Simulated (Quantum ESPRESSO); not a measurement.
# MgS, rock salt type, strained in the (001) plane: a series in biaxial strain in the plane, part 5 of 6

What law, if any, do the results for MgS, rock salt type, strained in the (001) plane follow against biaxial strain in the plane?

Quantum ESPRESSO 7.5; plane-wave DFT, PBE, GBRV ultrasoft pseudopotentials.

So far. Step 3 (Relaxing cell and ions, -4 %):  The last row is no step: it is a fresh SCF in the final cell with a new plane-wave basis, -0 meV from the row before. Step 6 (Variable-cell relaxation, -3 %):  The last row is no step: it is a fresh SCF in the final cell with a new plane-wave basis, -0 meV from the row before.

The structure was built from a prototype and need not be the compound's stable phase.

### Step 9. Relaxing cell and ions, 3 %

File m7.relax.in:

```
&control
  prefix = 'm7.relax'
  outdir = './out'
  pseudo_dir = './pseudo'
  nstep = 40
  forc_conv_thr = 0.001
  calculation = 'vc-relax'
/
&system
  ibrav = 0
  nat = 4
  ntyp = 2
  ecutwfc = 50
  ecutrho = 250
  occupations = 'fixed'
/
&electrons
  conv_thr = 1e-10
  mixing_beta = 0.6
  electron_maxstep = 120
/
&ions
/
&cell
  cell_dofree = 'z'
  press_conv_thr = 0.3
/
ATOMIC_SPECIES
  Mg  24.3050  mg_pbe_v1.4.uspp.F.UPF
  S   32.0600  s_pbe_v1.4.uspp.F.UPF
CELL_PARAMETERS angstrom
  3.80774819112000 0.00000000000000 0.00000000000000
  0.00000000000000 3.80774819112000 0.00000000000000
  0.00000000000000 0.00000000000000 5.22682067900000
ATOMIC_POSITIONS crystal
  Mg  0.000000000000 0.000000000000 0.000000000000
  S   0.500000000000 0.500000000000 0.000000000000
  Mg  0.500000000000 0.500000000000 0.500000000000
  S   0.000000000000 0.000000000000 0.500000000000
K_POINTS automatic
  6 6 6 0 0 0
```

The run is started by

```bash
$ OMP_NUM_THREADS=1 mpirun -n 4 pw.x -nk 4 -in m7.relax.in > m7.relax.out
```

Output:

```text
[banner, memory and clock lines left out]
Program PWSCF v.7.5 starts
[...]
Message from routine setup:
[...]
number of electrons       =        32.00
     number of Kohn-Sham states=           16
     kinetic-energy cutoff     =      50.0000  Ry
     charge density cutoff     =     250.0000  Ry
[...]
number of k points=    40
[...]
Dense  grid:    34129 G-vectors     FFT dimensions: (  40,  40,  50)
[...]
Starting wfcs are   18 randomized atomic wfcs
[...]
estimated scf accuracy    <       0.38520909 Ry
[...]
estimated scf accuracy    <       0.03358660 Ry
[...]
estimated scf accuracy    <       0.00276835 Ry
[...]
estimated scf accuracy    <       0.00041887 Ry
[...]
estimated scf accuracy    <       0.00012472 Ry
[...]
estimated scf accuracy    <       0.00000173 Ry
[...]
estimated scf accuracy    <       0.00000831 Ry
[...]
estimated scf accuracy    <       0.00000037 Ry
[...]
estimated scf accuracy    <          1.2E-09 Ry
[...]
estimated scf accuracy    <          8.1E-09 Ry
[...]
highest occupied level (ev):     5.4765
!    total energy              =    -299.26307247 Ry
     estimated scf accuracy    <          4.0E-11 Ry
[...]
one-electron contribution =    -202.88000601 Ry
     hartree contribution      =     104.16448706 Ry
     xc contribution           =     -50.85702368 Ry
     ewald contribution        =    -149.69052984 Ry
     convergence has been achieved in  11 iterations
[...]
Total force =     0.000000     Total SCF correction =     0.000000
[...]
estimated scf accuracy    <       0.00000461 Ry
[...]
estimated scf accuracy    <       0.00000038 Ry
[...]
estimated scf accuracy    <          8.9E-09 Ry
[...]
estimated scf accuracy    <          1.4E-09 Ry
[...]
highest occupied level (ev):     5.5245
!    total energy              =    -299.26336522 Ry
     estimated scf accuracy    <          4.9E-11 Ry
[...]
one-electron contribution =    -202.59668216 Ry
     hartree contribution      =     104.07710596 Ry
     xc contribution           =     -50.86440988 Ry
     ewald contribution        =    -149.87937914 Ry
     convergence has been achieved in   5 iterations
[...]
Total force =     0.000000     Total SCF correction =     0.000000
[...]
estimated scf accuracy    <       0.00000568 Ry
[...]
estimated scf accuracy    <       0.00000047 Ry
[...]
estimated scf accuracy    <       0.00000001 Ry
[...]
estimated scf accuracy    <          1.8E-09 Ry
[...]
estimated scf accuracy    <          5.6E-11 Ry
[...]
estimated scf accuracy    <          2.2E-12 Ry
[...]
highest occupied level (ev):     5.5777
!    total energy              =    -299.26360099 Ry
     estimated scf accuracy    <          5.0E-13 Ry
[...]
one-electron contribution =    -202.28661427 Ry
     hartree contribution      =     103.98225182 Ry
     xc contribution           =     -50.87268650 Ry
     ewald contribution        =    -150.08655204 Ry
     convergence has been achieved in   7 iterations
[...]
Total force =     0.000000     Total SCF correction =     0.000000
[...]
estimated scf accuracy    <       0.00001322 Ry
[...]
estimated scf accuracy    <       0.00000108 Ry
[...]
estimated scf accuracy    <       0.00000003 Ry
[...]
estimated scf accuracy    <          4.0E-09 Ry
[...]
estimated scf accuracy    <          1.3E-10 Ry
[...]
estimated scf accuracy    <          4.9E-12 Ry
[...]
estimated scf accuracy    <          3.5E-12 Ry
[...]
highest occupied level (ev):     5.6584
!    total energy              =    -299.26377437 Ry
     estimated scf accuracy    <          1.7E-13 Ry
[...]
one-electron contribution =    -201.82482020 Ry
     hartree contribution      =     103.84263124 Ry
     xc contribution           =     -50.88541662 Ry
     ewald contribution        =    -150.39616879 Ry
     convergence has been achieved in   8 iterations
[...]
Total force =     0.000000     Total SCF correction =     0.000000
[...]
estimated scf accuracy    <       0.00000101 Ry
[...]
estimated scf accuracy    <       0.00000008 Ry
[...]
estimated scf accuracy    <          1.7E-09 Ry
[...]
estimated scf accuracy    <          2.7E-10 Ry
[...]
estimated scf accuracy    <          1.1E-11 Ry
[...]
highest occupied level (ev):     5.6803
!    total energy              =    -299.26378211 Ry
     estimated scf accuracy    <          4.3E-13 Ry
[...]
one-electron contribution =    -201.70079153 Ry
     hartree contribution      =     103.80547328 Ry
     xc contribution           =     -50.88891994 Ry
     ewald contribution        =    -150.47954392 Ry
     convergence has been achieved in   6 iterations
[...]
Total force =     0.000000     Total SCF correction =     0.000000
[...]
number of electrons       =        32.00
     number of Kohn-Sham states=           16
     kinetic-energy cutoff     =      50.0000  Ry
     charge density cutoff     =     250.0000  Ry
[...]
number of k points=    40
[...]
Dense  grid:    33641 G-vectors     FFT dimensions: (  40,  40,  50)
[...]
Starting wfcs are   18 randomized atomic wfcs
[...]
estimated scf accuracy    <       0.34744857 Ry
[...]
estimated scf accuracy    <       0.02241250 Ry
[...]
estimated scf accuracy    <       0.00180092 Ry
[...]
estimated scf accuracy    <       0.00007625 Ry
[...]
estimated scf accuracy    <       0.00000150 Ry
[...]
estimated scf accuracy    <       0.00000094 Ry
[...]
estimated scf accuracy    <       0.00000039 Ry
[...]
estimated scf accuracy    <       0.00000003 Ry
[...]
estimated scf accuracy    <          8.3E-11 Ry
[...]
estimated scf accuracy    <          4.1E-10 Ry
[...]
estimated scf accuracy    <          4.6E-11 Ry
[...]
estimated scf accuracy    <          2.9E-10 Ry
[...]
estimated scf accuracy    <          3.8E-11 Ry
[...]
highest occupied level (ev):     5.6803
!    total energy              =    -299.26376161 Ry
     estimated scf accuracy    <          5.8E-14 Ry
[...]
one-electron contribution =    -201.70085244 Ry
     hartree contribution      =     103.80556796 Ry
     xc contribution           =     -50.88893321 Ry
     ewald contribution        =    -150.47954392 Ry
     convergence has been achieved in  14 iterations
[...]
Total force =     0.000000     Total SCF correction =     0.000000
[...]
```

The job ended after 1.8 min (4 MPI ranks of Intel Xeon Platinum 8259CL at 2.50GHz (Skylake/Cascade Lake), shared host; peak memory 0.44 GiB).

Relaxation path:

```
step  energy less that of the first step (eV)  largest force (eV/Å)  volume (Å³)
   1                                   0.0000                0.0000        75.78
   2                                  -0.0040                0.0000        75.48
   3                                  -0.0072                0.0000        75.15
   4                                  -0.0095                0.0000        74.64
   5                                  -0.0097                0.0000        74.51
   6                                  -0.0094                0.0000        74.51
```

```
conventional cell, symmetrised  before  after  change
                         a (Å)   3.808  3.808  -0.0 %
                         b (Å)   3.808  3.808  -0.0 %
                         c (Å)   5.227  5.139  -1.7 %
              volume (Å³/atom)   18.95  18.63  -1.7 %
```

The relaxed structure:

```cif
data_structure
_symmetry_space_group_name_H-M 'P 1'
_symmetry_Int_Tables_number 1
_cell_length_a 3.8077
_cell_length_b 3.8077
_cell_length_c 5.1389
_cell_angle_alpha 90.000
_cell_angle_beta 90.000
_cell_angle_gamma 90.000
_cell_volume 74.51
loop_
_atom_site_label
_atom_site_type_symbol
_atom_site_fract_x
_atom_site_fract_y
_atom_site_fract_z
_atom_site_occupancy
Mg1 Mg 0.00000 0.00000 0.00000 1
S2 S 0.50000 0.50000 0.00000 1
Mg3 Mg 0.50000 0.50000 0.50000 1
S4 S 0.00000 0.00000 0.50000 1
```

 The last row is no step: it is a fresh SCF in the final cell with a new plane-wave basis, +0 meV from the row before.

Read from the output:

```
free energy                    : -4071.6909 eV
valence top, on the run's zero : 5.680 eV
```

### Step 10. Ground state, 3 %

File m7.scf.in:

```
&control
  prefix = 'm7.scf'
  outdir = './out'
  pseudo_dir = './pseudo'
  calculation = 'scf'
  tprnfor = .true.
/
&system
  ibrav = 0
  nat = 4
  ntyp = 2
  ecutwfc = 40
  ecutrho = 200
  occupations = 'fixed'
  nbnd = 20
/
&electrons
  conv_thr = 1e-09
  mixing_beta = 0.6
  electron_maxstep = 120
/
ATOMIC_SPECIES
  Mg  24.3050  mg_pbe_v1.4.uspp.F.UPF
  S   32.0600  s_pbe_v1.4.uspp.F.UPF
CELL_PARAMETERS angstrom
  3.80774819100000 0.00000000000000 0.00000000000000
  0.00000000000000 3.80774819100000 0.00000000000000
  0.00000000000000 0.00000000000000 5.13890530800000
ATOMIC_POSITIONS crystal
  Mg  0.000000000000 0.000000000000 0.000000000000
  S   0.500000000000 0.500000000000 0.000000000000
  Mg  0.500000000000 0.500000000000 0.500000000000
  S   0.000000000000 0.000000000000 0.500000000000
K_POINTS automatic
  6 6 6 0 0 0
```

The run is started by

```bash
$ OMP_NUM_THREADS=1 mpirun -n 4 pw.x -nk 4 -in m7.scf.in > m7.scf.out
```

Output:

```text
[banner, memory and clock lines left out]
Program PWSCF v.7.5 starts
[...]
Message from routine setup:
[...]
number of electrons       =        32.00
     number of Kohn-Sham states=           20
     kinetic-energy cutoff     =      40.0000  Ry
     charge density cutoff     =     200.0000  Ry
[...]
number of k points=    40
[...]
Dense  grid:    24007 G-vectors     FFT dimensions: (  36,  36,  45)
[...]
Starting wfcs are   18 randomized atomic wfcs +    2 random wfcs
[...]
estimated scf accuracy    <       0.35259257 Ry
[...]
estimated scf accuracy    <       0.02710438 Ry
[...]
estimated scf accuracy    <       0.00197019 Ry
[...]
estimated scf accuracy    <       0.00006325 Ry
[...]
estimated scf accuracy    <       0.00000098 Ry
[...]
estimated scf accuracy    <       0.00000001 Ry
[...]
highest occupied, lowest unoccupied level (ev):     5.6805    8.1610
!    total energy              =    -299.26330994 Ry
     estimated scf accuracy    <          6.2E-10 Ry
[...]
one-electron contribution =    -201.70411767 Ry
     hartree contribution      =     103.81009823 Ry
     xc contribution           =     -50.88974657 Ry
     ewald contribution        =    -150.47954393 Ry
     convergence has been achieved in   7 iterations
[...]
Total force =     0.000000     Total SCF correction =     0.000000
[...]
```

It took 13 s on 4 MPI ranks; peak memory 0.36 GiB; 48 s of CPU time.

This step gave:

- free energy: -4071.6848 eV
- conduction bottom, on the run's zero: 8.161 eV
- gap by band count: 2.481 eV

### Step 11. Complex bands with pwcond.x, 3 %

File m7.cbs.in:

```
&inputcond
  outdir = './out'
  prefixl = 'm7.scf'
  band_file = 'm7.cbs'
  ikind = 0
  ewind = 4.0
  epsproj = 1e-05
  nz1 = 7
  energy0 = 4.95
  denergy = -0.15
/
3
  0.00000000 0.00000000 1.00000000
  0.50000000 0.00000000 1.00000000
  0.50000000 0.50000000 1.00000000
41
```

The run is started by

```bash
$ OMP_NUM_THREADS=1 mpirun -n 4 pwcond.x -in m7.cbs.in > m7.cbs.out
```

Output:

```text
[banner, memory and clock lines left out]
Program PWCOND v.7.5 starts
[citation notice left out]

[...]
./out/m7.scf.save/

     IMPORTANT: XC functional enforced from input :
     Exchange-correlation= PBE
                           (   1   4   3   4   0   0   0)
     Any further DFT definition will be discarded
     Please, verify this is what you really want

     Reading collected, re-writing distributed wavefunctions

===== INPUT FILE containing the left lead =====

     GEOMETRY:

     lattice parameter (alat)  =       7.1956  a.u.
[...]
-0.2841523  -0.0000000   4.8000000
  -0.3161631   0.0000000   4.8000000
  -0.4937012   0.0000000   4.8000000
[... further energies and points left out ...]
---  E-Ef =   -0.9000000  k =    0.5000000   0.5000000
---  ie =         40  ik =          3
 Nchannels of the left tip =            0
 Right moving states:
   k1(2pi/a)   k2(2pi/a)   E-Ef (eV)
 Left moving states:
   k1(2pi/a)   k2(2pi/a)   E-Ef (eV)

---  E-Ef =   -1.0500000  k =    0.5000000   0.5000000
---  ie =         41  ik =          3
 Nchannels of the left tip =            0
 Right moving states:
   k1(2pi/a)   k2(2pi/a)   E-Ef (eV)
 Left moving states:
   k1(2pi/a)   k2(2pi/a)   E-Ef (eV)

[...]
```

The job ended after 2.1 min (4 MPI ranks; peak memory 0.27 GiB).

K across = (0, 0) in the cell's reciprocal vectors; values within 0.0025 1/Å of each other count once, columns are sorted by size at each energy, a dash where no further value was kept. Table of Im kz of the slowest decaying states by energy, zero at the highest filled level of the SCF mesh:

```
energy (eV)  decay 1 (Å⁻¹)  decay 2 (Å⁻¹)  decay 3 (Å⁻¹)
      -1.05          0.596           1.22           1.72
      -0.75          0.575           1.19           1.71
      -0.30          0.541           1.13           1.68
       0.00          0.012          0.118          0.515
       0.30           0.17          0.258          0.487
       0.75           0.21           0.38           0.44
       1.05          0.223          0.403           0.43
       1.35          0.229          0.361          0.467
       1.80          0.224          0.284          0.505
       2.10          0.212          0.215          0.523
       2.55          0.178          0.541          0.713
       2.85          0.139          0.548          0.653
       3.15          0.065          0.552          0.586
       3.60          0.467          0.552           1.35
       3.90          0.367          0.548           1.32
       4.20          0.224          0.541           1.29
       4.65          0.527           1.24           1.37
       4.95          0.513           1.21           1.33
```

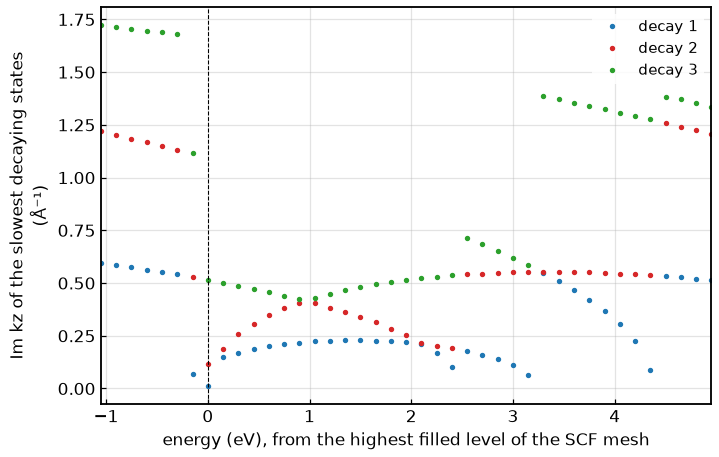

Im kz of the slowest decaying states, plotted against energy.

[end of part 5 of 6]

[Logs are printed without paths, hosts, clocks, repeated set-up lines and the standing remarks that a program may print on its own settings, such as how far it seeks lower states.]

[Hosts, paths, dates, database ids (printed as entryN), source tags and the programs' standing remarks are cut or masked in the printed files.]

[Maps of the electrostatic potential energy from Ansatz leave out the sawtooth potential of an applied field or a dipole correction, so their vacuum need not be flat; planar profiles and work functions include it.]
